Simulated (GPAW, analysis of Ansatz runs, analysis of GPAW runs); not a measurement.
## Charge-transition level of the Ti on the Ga site in GaAs (PBE) (GPAW)

Subject: Ti on the Ga site in GaAs. Wanted: its charge-transition level, in one set-up (PBE, plane waves 500 eV, 32-site cell, PBE lattice, k: the single point 1/4 1/4 1/4 then 2x2x2 shifted, dielectric constants 10.9 and 12.9 (handbook)). The model is a cell of 32 host atoms with 1 Ga taken out and 1 Ti put in. The level is the Fermi energy at which two charge states have equal formation energy, after a correction for the images of the charge. A local or semilocal functional is the cheapest first rung.

What was measured. (+1/0) level below the conduction-band bottom: 0.9 eV, by DLTS; Ti(4+/3+) donor level, value from Fig. 2 (“Band-Edge Hydrostatic Deformation Potentials in III-V Semiconductors”, 1987, D. D. Nolte, W. Walukiewicz, and E. E. Haller). The calculation is set beside it at the end.

Main program and level: GPAW 26.7.0; GPAW plane-wave PAW DFT, PBE; relaxation of all atoms of a defect supercell.

**1. The structure**

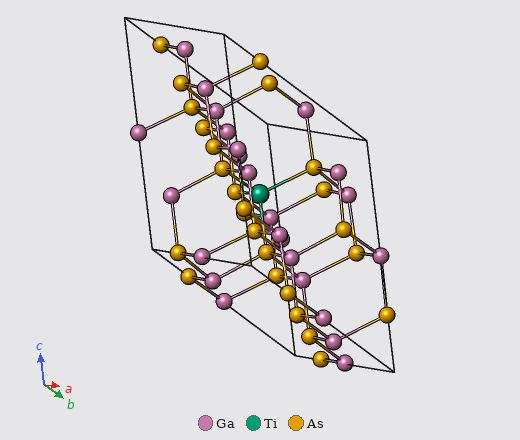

The starting structure, seen slightly off an axis (gallium pink, titanium teal, arsenic orange). Some periodic images of atoms are drawn too.

The cell holds 32 atoms: 15 Ga, 1 Ti and 16 As. Its edges and angles: a = 9.988 Å, b = 9.988 Å, c = 9.988 Å, α = 109.5°, β = 109.5°, γ = 109.5°. It derives from GaAs (space group F-43m). Nearest the centre at fractional (0.250, 0.500, 0.250): Ti7 at 0.05 Å, As19 at 2.48 Å, As23 at 2.48 Å, As22 at 2.53 Å, As28 at 2.53 Å, Ga10 at 4.03 Å, Ga1 at 4.03 Å, Ga12 at 4.06 Å. The cell carries charge +1.

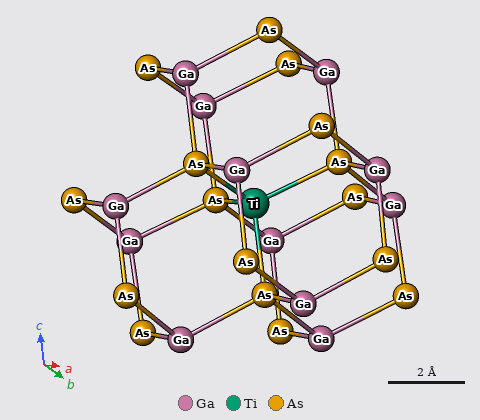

The atoms within 5 Å of the centre.

The host's primitive cell comes from a first run (GPAW plane-wave PAW DFT, PBE; relaxation of cell and atoms of a defect-free cell): vectors of 4.078, 4.078 and 4.078 Å. That is 23.97 Å³ an atom, 6.1 % over the diffraction cell's volume. The supercell is built on it.

**2. Relaxation, charge +1**

Every later number rests on the structure around the defect, so the atoms are relaxed at the host's lattice first.

run.py

```python
import numpy as np
from ase.io import read, write
from ase.parallel import parprint, world
from gpaw import GPAW, PW
from ase.optimize import BFGS

atoms = read('POSCAR')
calc = GPAW(mode=PW(500),
            xc='PBE',
            kpts=[[0.25, 0.25, 0.25]],
            charge=1,
            occupations={'name': 'fermi-dirac', 'width': 0.01},
            nbands=76,
            convergence={'density': 1e-05, 'forces': 0.001},
            maxiter=150,
            symmetry='off',
            txt='gpaw.txt')
atoms.calc = calc
opt = BFGS(atoms, trajectory='relax.traj', logfile='-')
done = opt.run(fmax=0.02, steps=80)
parprint('Converged:', done)
energy = atoms.get_potential_energy()
forces = atoms.get_forces()
parprint(f'Energy: {energy:.6f} eV, largest force {np.linalg.norm(forces, axis=1).max():.4f} eV/A')
calc.write('gs.gpw')
write('final.xyz', atoms)
for s in range(calc.get_number_of_spins()):
    parprint('Levels (eV), spin', s, calc.get_eigenvalues(kpt=0, spin=s)[-16:].round(3))
```

POSCAR

```
Ga Ti Ga As
 1.0000000000000000
    -5.7666910817914703    5.7666910817914712   -5.7666910817914774
     5.7666910817914729    5.7666910817914792    5.7666910817914951
     5.7666910817914765   -5.7666910817914800   -5.7666910817914951
 Ga  Ti  Ga  As 
   6   1   9  16
Direct
  0.0041585962058186  0.0057356809305381  0.0020150735415704
  0.0009112314014345  0.2485781974333317  0.7452067730590126
 -0.0024255511737382  0.4987926072813014  0.5033865038934207
 -0.0031622082134683  0.7529410212754027  0.2494622852666160
  0.2496732158220110  0.0022158410570605  0.7550969134916665
  0.2454018060223818  0.2454797356300554  0.4943957342728522
  0.2529951017515329  0.4982681088995926  0.2535528727273749
  0.2482820379164068  0.7532136957413076 -0.0023906727232880
  0.4945010742420112 -0.0015371311361930  0.4957588992271355
  0.4966714521548693  0.2527944424706005  0.2498631338550215
  0.4961002145159555  0.5004180821746508 -0.0043127002213337
  0.5016150374005572  0.7461419795077590  0.7472594702660962
  0.7487101431754835  0.0029595318717620  0.2540781173192983
  0.7441263972307874  0.2485853908939012 -0.0024272462701383
  0.7532663294477249  0.5022264257207217  0.7560301608642357
  0.7533592289693893  0.7495385812619745  0.4972969503290083
  0.0050421542633148  0.0046859184561107  0.7552287430161440
 -0.0031677673301348  0.2508530843444543  0.4956103849608914
  0.0018266167656818  0.5024079327185236  0.2468454404567751
 -0.0060440206736203  0.7478149512222443 -0.0030310619891010
  0.2539332428485507 -0.0018274398918802  0.5020983688104005
  0.2464374745911846  0.2440568301859071  0.2457354535065175
  0.2537087093702838  0.4979475896753655  0.0020760644054434
  0.2513691136501080  0.7530610222265566  0.7558113824596087
  0.5009051957665461  0.0048346554582977  0.2491849116511935
  0.4967402410745557  0.2446645430939128 -0.0052670447658613
  0.4941261924418705  0.4963916286692547  0.7481266145048702
  0.5059183439404087  0.7515889339648690  0.5026998176765088
  0.7444941248999261 -0.0006989922610915 -0.0031167986804155
  0.7539941193338876  0.2520481205898890  0.7482165214790513
  0.7550203599270398  0.5018506458663703  0.5050956456117602
  0.7456218071403767  0.7445555645240846  0.2484170285388775
```

The run is started by

```sh
$ OMP_NUM_THREADS=1 mpirun -n 4 gpaw python run.py > stdout
```

The program printed:

```text
__  _  _
 | _ |_)|_||  |
 |__||  | ||/\| - 26.7.0

Input parameters:
  mode=PW(ecut=500.0),
  charge=1,
  convergence={'density': 1e-05, 'forces': 0.001},
  kpts=KPoints(kpts=array([[0.25, 0.25, 0.25]])),
  maxiter=150,
  nbands=76,
  occupations=Occupations(name='fermi-dirac', width=0.01),
  symmetry=Symmetry(point_group=False, time_reversal=False),
  xc=XC(name='PBE')

Diagonalizing LCAO Hamiltonian
Converting LCAO to pw mode

                                 As
                               Ga

                                    Ga
                          As
                       Ga      As
                            ATi
                   As            As
                Ga  Ga        Ga  Ga
                        As             As
                      Ga            Ga
            As            As  As
                 As        Ga
               Ga              AGa
                       As    Ga
                    Ga
                        As  As
                          Ga

Atoms  # Å, Bohr magnetons
|    | symbol |         x |         y |         z |    initial magnetic moments |
|----|--------|-----------|-----------|-----------|-----------------------------|
|  0 |     Ga |  0.020715 |  0.045437 | -0.002526 | ( 0.0000,  0.0000,  0.0000) |
|  1 |     Ga |  5.725596 | -2.858649 | -2.869158 | ( 0.0000,  0.0000,  0.0000) |
|  2 |     Ga |  5.793245 | -0.040479 | -0.012504 | ( 0.0000,  0.0000,  0.0000) |
|  3 |     Ga |  5.798786 |  2.885171 |  2.921642 | ( 0.0000,  0.0000,  0.0000) |
|  4 |     Ga |  2.927400 | -2.901844 | -5.781421 | ( 0.0000,  0.0000,  0.0000) |
|  5 |     Ga |  2.851477 | -0.020265 | -2.850578 | ( 0.0000,  0.0000,  0.0000) |
|  6 |     Ti |  2.876575 |  2.870142 | -0.047747 | ( 0.0000,  0.0000,  0.0000) |
|  7 |     Ga |  2.897999 |  5.789103 |  2.925571 | ( 0.0000,  0.0000,  0.0000) |
|  8 |     Ga | -0.001611 | -0.016118 | -5.719388 | ( 0.0000,  0.0000,  0.0000) |
|  9 |     Ga |  0.034520 |  2.881055 | -2.847247 | ( 0.0000,  0.0000,  0.0000) |
| 10 |     Ga |  0.000030 |  5.771483 |  0.049770 | ( 0.0000,  0.0000,  0.0000) |
| 11 |     Ga |  5.719326 |  2.886215 | -2.899103 | ( 0.0000,  0.0000,  0.0000) |
| 12 |     Ga | -2.835323 |  2.869457 | -5.765703 | ( 0.0000,  0.0000,  0.0000) |
| 13 |     Ga | -2.871629 |  5.738659 | -2.843635 | ( 0.0000,  0.0000,  0.0000) |
| 14 |     Ga |  2.912123 |  2.880246 | -5.807462 | ( 0.0000,  0.0000,  0.0000) |
| 15 |     Ga |  2.845725 |  5.798990 | -2.889790 | ( 0.0000,  0.0000,  0.0000) |
| 16 |     As |  4.353117 | -4.299072 | -4.357225 | ( 0.0000,  0.0000,  0.0000) |
| 17 |     As |  4.322892 | -1.429707 | -1.393172 | ( 0.0000,  0.0000,  0.0000) |
| 18 |     As |  4.310179 |  1.484283 |  1.463216 | ( 0.0000,  0.0000,  0.0000) |
| 19 |     As |  4.329793 |  4.295043 |  4.364751 | ( 0.0000,  0.0000,  0.0000) |
| 20 |     As |  1.420553 | -1.441630 | -4.370339 | ( 0.0000,  0.0000,  0.0000) |
| 21 |     As |  1.403352 |  1.411449 | -1.430809 | ( 0.0000,  0.0000,  0.0000) |
| 22 |     As |  1.420422 |  4.322598 |  1.396478 | ( 0.0000,  0.0000,  0.0000) |
| 23 |     As |  7.251633 |  1.433708 | -1.465429 | ( 0.0000,  0.0000,  0.0000) |
| 24 |     As | -1.423713 |  1.479473 | -4.297658 | ( 0.0000,  0.0000,  0.0000) |
| 25 |     As | -1.484016 |  4.305826 | -1.423269 | ( 0.0000,  0.0000,  0.0000) |
| 26 |     As |  4.327279 |  1.397795 | -4.301151 | ( 0.0000,  0.0000,  0.0000) |
| 27 |     As |  4.315621 |  4.352741 | -1.482208 | ( 0.0000,  0.0000,  0.0000) |
| 28 |     As | -4.315272 |  4.307210 | -4.279325 | ( 0.0000,  0.0000,  0.0000) |
| 29 |     As |  1.420166 |  1.486801 | -7.209301 | ( 0.0000,  0.0000,  0.0000) |
| 30 |     As |  1.452779 |  4.335256 | -4.372682 | ( 0.0000,  0.0000,  0.0000) |
| 31 |     As |  1.426396 |  7.160848 | -1.438693 | ( 0.0000,  0.0000,  0.0000) |

Unit cell  # Å
| periodic |         x |         y |         z |  lengths |     angles |
|----------|-----------|-----------|-----------|----------|------------|
|      yes | -5.766691 |  5.766691 | -5.766691 | 9.988202 | 109.471221 |
|      yes |  5.766691 |  5.766691 |  5.766691 | 9.988202 | 109.471221 |
|      yes |  5.766691 | -5.766691 | -5.766691 | 9.988202 | 109.471221 |

Number of symmetries: 1
Symmetry operations  # r_c * U_cc + t_c -> r_c
|   | kind |            matrix            |
|---|------|------------------------------|
| 0 |  E   |  1, 0, 0,  0, 1, 0,  0, 0, 1 |

BZ-sampling:
  Number of BZ points: 1
  Number of IBZ points: 1

K-points  # in reciprocal-cell coordinates
|   |                                coordinates |     weight |
|---|--------------------------------------------|------------|
| 0 | (  0.25000000,   0.25000000,   0.25000000) | 1.00000000 |

Plane wave coefficients: 19512
Cutoff: 500.0 eV

Spin-components: 1 (collinear spins)
Bands:           76
Projectors:      161
Spin-degeneracy: 2
Datatype:        complex128

Density:
  Valence electrons: 137.0
  Components: 1
  Grid points: [54 54 54]
  Charge: 1.0  # |e|

Potential:
  Grid points: [54 54 54]

species:
  Ga:
    name:    Gallium
    Z:       31.0
    valence: 3
    core:    28
    charge:  0.0  # [|e|]
    compensation charges:
      type: gauss
      rc: 0.37  # [Å]
      lmax: 2
    cutoffs:
      filter: 2.06  # [Å]
      core: 4.17  # [Å]
    projectors
    | kind |    occ | energy [eV] | rcut [Å] |
    |------|--------|-------------|----------|
    |   4s |  2.000 |      -8.945 |    1.164 |
    |   4p |  1.000 |      -2.580 |    1.164 |
    |    s |        |      18.266 |    1.164 |
    |    p |        |      24.631 |    1.164 |
    |    d |        |       0.000 |    1.164 |

    Using partial waves for Ga as LCAO basis

  Ti:
    name:    Titanium
    Z:       22.0
    valence: 12
    core:    10
    charge:  0.0  # [|e|]
    compensation charges:
      type: gauss
      rc: 0.38  # [Å]
      lmax: 2
    cutoffs:
      filter: 2.23  # [Å]
      core: 1.02  # [Å]
    projectors
    | kind |    occ | energy [eV] | rcut [Å] |
    |------|--------|-------------|----------|
    |   3s |  2.000 |     -62.623 |    1.270 |
    |   4s |  2.000 |      -4.466 |    1.270 |
    |   3p |  6.000 |     -38.862 |    1.058 |
    |   4p |  0.000 |      -1.466 |    1.058 |
    |   3d |  2.000 |      -4.258 |    1.058 |
    |    d |        |      22.953 |    1.058 |

    Using partial waves for Ti as LCAO basis

  As:
    name:    Arsenic
    Z:       33.0
    valence: 5
    core:    28
    charge:  0.0  # [|e|]
    compensation charges:
      type: gauss
      rc: 0.33  # [Å]
      lmax: 2
    cutoffs:
      filter: 1.87  # [Å]
[...]
|  6 |     Ti |  2.885068 |  2.882879 |  0.005344 | ( 0.0000,  0.0000,  0.0000) |
[...]
Unit cell  # Å
| periodic |         x |         y |         z |  lengths |     angles |
|----------|-----------|-----------|-----------|----------|------------|
|      yes | -5.766691 |  5.766691 | -5.766691 | 9.988202 | 109.471221 |
|      yes |  5.766691 |  5.766691 |  5.766691 | 9.988202 | 109.471221 |
|      yes |  5.766691 | -5.766691 | -5.766691 | 9.988202 | 109.471221 |

Initialization done in: 0.775 s

convergence criteria:
- Maximum integral of absolute [dens]ity change: 1e-05 electrons / valence electron
- Maximum change in the atomic [forces] across last 2 cycles: 0.001 eV/Ang OR
Maximum error relative to the maximum force is below inf
- Maximum [total energy] change in last 3 cyles: 0.0005 eV / valence electron
- Maximum integral of absolute [eigenst]ate change: 4e-08 eV^2 / valence electron
maximum number of iterations: 150

SCF iterations
|iter     | |      energy | eigst |  dens |force |
|---------|-|-------------|-------|-------|------|
|iter:   1| | -138.456180c| -4.83 |       |      |
[...]
|iter:   4| | -138.456036c| -6.47 | -3.75 |      |
|iter:   5| | -138.456038c| -6.34 | -4.03 |      |
|iter:   6| | -138.456033c| -6.67 | -4.13 |      |
|iter:   7| | -138.456033c| -7.68c| -4.47 |      |
|iter:   8| | -138.456033c| -8.34c| -4.91 |      |
|iter:   9| | -138.456033c| -8.77c| -5.28c|-1.64 |
|iter:  10| | -138.456033c| -9.28c| -5.74c|-4.08c|

Converged in 10 steps
SCF loop duration: 16.628 s (1.663 s/step)
Energy contributions relative to reference atoms: (reference = -1800541.664818)

Energy contributions:
  Kinetic:         278.630013
  Coulomb:        -261.615599
  Zero:              0.234488
  External:          0.000000
  Xc:             -155.704936
  Entropy:          -0.000000
  Spinorbit:         0.000000
  ----------------------------
  Free energy:    -138.456033
  Extrapolated:   -138.456033

dipole moment: (11.781944, 70.253769, 8.679328)  # |e|*Ang

Fermi level: 4.123
Eigenvalues  # (at kpt = [0.250, 0.250, 0.250])
| band index |      eig [eV] | occ [0-2] |
|------------|---------------|-----------|
[...]
|        ... |               |           |
[...]
Gap: 1.199 eV
Transition (v -> c):
  (s=0, k=0, n=67, [0.25, 0.25, 0.25]) -> (s=0, k=0, n=68, [0.25, 0.25, 0.25])
No difference between direct/indirect transitions

Forces  # eV/Ang
|        x |        y |        z |
|----------|----------|----------|
[...]
Ga As

                                     Ga
                           As
                        Ga
                             As As
                             Ti
                 Ga As            As
                    Ga         Ga  Ga
                      Ga As          GaAs
             As            As As
                            Ga
                  As            As
               Ga            Ga  Ga
                       As
                     Ga
                         As As
                          Ga

Atoms  # Å, Bohr magnetons
|    | symbol |         x |         y |         z |    initial magnetic moments |
|----|--------|-----------|-----------|-----------|-----------------------------|
[...]
|  6 |     Ti |  2.884621 |  2.882818 |  0.005632 | ( 0.0000,  0.0000,  0.0000) |
[...]
|  8 |     Ga |  0.013863 |  0.010310 | -5.746022 | ( 0.0000,  0.0000,  0.0000) |
|  9 |     Ga | -0.008483 |  2.903077 | -2.890862 | ( 0.0000,  0.0000,  0.0000) |
| 10 |     Ga | -0.008729 |  5.779359 | -0.010662 | ( 0.0000,  0.0000,  0.0000) |
| 11 |     Ga |  5.777300 |  2.863889 | -2.889559 | ( 0.0000,  0.0000,  0.0000) |
| 12 |     Ga | -2.880857 |  2.879388 | -5.756757 | ( 0.0000,  0.0000,  0.0000) |
| 13 |     Ga | -2.901325 |  5.753658 | -2.867176 | ( 0.0000,  0.0000,  0.0000) |
| 14 |     Ga |  2.882888 |  2.882541 | -5.759694 | ( 0.0000,  0.0000,  0.0000) |
| 15 |     Ga |  2.868118 |  5.783019 | -2.892535 | ( 0.0000,  0.0000,  0.0000) |
[...]
| 24 |     As | -1.440491 |  1.448059 | -4.320003 | ( 0.0000,  0.0000,  0.0000) |
| 25 |     As | -1.445503 |  4.324615 | -1.435787 | ( 0.0000,  0.0000,  0.0000) |
| 26 |     As |  4.321021 |  1.441751 | -4.327376 | ( 0.0000,  0.0000,  0.0000) |
| 27 |     As |  4.320277 |  4.321609 | -1.433869 | ( 0.0000,  0.0000,  0.0000) |
| 28 |     As | -4.322032 |  4.314508 | -4.322256 | ( 0.0000,  0.0000,  0.0000) |
| 29 |     As |  1.444877 |  1.444235 | -7.195902 | ( 0.0000,  0.0000,  0.0000) |
| 30 |     As |  1.445712 |  4.324314 | -4.328977 | ( 0.0000,  0.0000,  0.0000) |
| 31 |     As |  1.446217 |  7.216302 | -1.431617 | ( 0.0000,  0.0000,  0.0000) |

Unit cell  # Å
| periodic |         x |         y |         z |  lengths |     angles |
|----------|-----------|-----------|-----------|----------|------------|
|      yes | -5.766691 |  5.766691 | -5.766691 | 9.988202 | 109.471221 |
|      yes |  5.766691 |  5.766691 |  5.766691 | 9.988202 | 109.471221 |
|      yes |  5.766691 | -5.766691 | -5.766691 | 9.988202 | 109.471221 |

Initialization done in: 0.762 s

convergence criteria:
- Maximum integral of absolute [dens]ity change: 1e-05 electrons / valence electron
- Maximum change in the atomic [forces] across last 2 cycles: 0.001 eV/Ang OR
Maximum error relative to the maximum force is below inf
- Maximum [total energy] change in last 3 cyles: 0.0005 eV / valence electron
- Maximum integral of absolute [eigenst]ate change: 4e-08 eV^2 / valence electron
maximum number of iterations: 150

SCF iterations
|iter     | |      energy | eigst |  dens |force |
|---------|-|-------------|-------|-------|------|
|iter:   1| | -138.456219c| -5.55 |       |      |
|iter:   2| | -138.456213c| -6.81 | -3.66 |      |
|iter:   3| | -138.456190c| -6.56 | -3.72 |      |
|iter:   4| | -138.456187c| -7.00 | -4.04 |      |
|iter:   5| | -138.456188c| -6.79 | -4.40 |      |
|iter:   6| | -138.456186c| -7.15 | -4.41 |      |
|iter:   7| | -138.456186c| -7.83c| -4.75 |      |
|iter:   8| | -138.456186c| -7.99c| -5.19c|-1.81 |
|iter:   9| | -138.456186c| -8.96c| -5.49c|-3.71c|

Converged in 9 steps
SCF loop duration: 14.725 s (1.636 s/step)
Energy contributions relative to reference atoms: (reference = -1800541.664818)

Energy contributions:
  Kinetic:         278.628174
  Coulomb:        -261.614054
  Zero:              0.234477
  External:          0.000000
  Xc:             -155.704784
  Entropy:          -0.000000
  Spinorbit:         0.000000
  ----------------------------
  Free energy:    -138.456186
  Extrapolated:   -138.456186

dipole moment: (-55.827373, 61.610882, -58.852742)  # |e|*Ang

Fermi level: 4.123
Eigenvalues  # (at kpt = [0.250, 0.250, 0.250])
| band index |      eig [eV] | occ [0-2] |
|------------|---------------|-----------|
[...]
|        ... |               |           |
[...]
|         68 |         4.986 |     0.000 |
|         69 |         4.987 |     0.000 |
|         70 |         5.688 |     0.000 |
|         71 |         5.689 |     0.000 |
|         72 |         5.691 |     0.000 |
|         73 |         5.909 |     0.000 |
|         74 |         5.909 |     0.000 |
|         75 |         5.910 |     0.000 |

Gap: 1.198 eV
Transition (v -> c):
  (s=0, k=0, n=67, [0.25, 0.25, 0.25]) -> (s=0, k=0, n=68, [0.25, 0.25, 0.25])
No difference between direct/indirect transitions

Forces  # eV/Ang
|        x |        y |        z |
|----------|----------|----------|
[...]
|  0.00019 | -0.01094 | -0.00606 |  # As  24
| -0.00704 | -0.00520 |  0.00918 |  # As  25
| -0.00146 |  0.01035 |  0.00371 |  # As  26
| -0.00229 |  0.00100 | -0.00159 |  # As  27
| -0.00144 |  0.01018 | -0.00034 |  # As  28
|  0.00844 |  0.00402 |  0.00051 |  # As  29
|  0.00742 | -0.00139 |  0.00600 |  # As  30
|  0.01138 | -0.00037 | -0.00422 |  # As  31

# Writing to gs.gpw (mode='')
```

Wall time 5.1 min (4 MPI ranks of Arm Neoverse V1, shared host); peak memory 1.2 GiB; 21 min of CPU time.

(Part 1 of 4 ends here.)

[Logs are printed without paths, hosts, clocks, repeated set-up lines and the standing remarks that a program may print on its own settings, such as how far it seeks lower states.]

[Hosts, paths, dates, database ids (printed as entryN), source tags and the programs' standing remarks are cut or masked in the printed files.]

[For some hosts the program warned that the k-mesh of the response run may be too coarse for force constants and the static dielectric constant; such warnings are not shown here.]
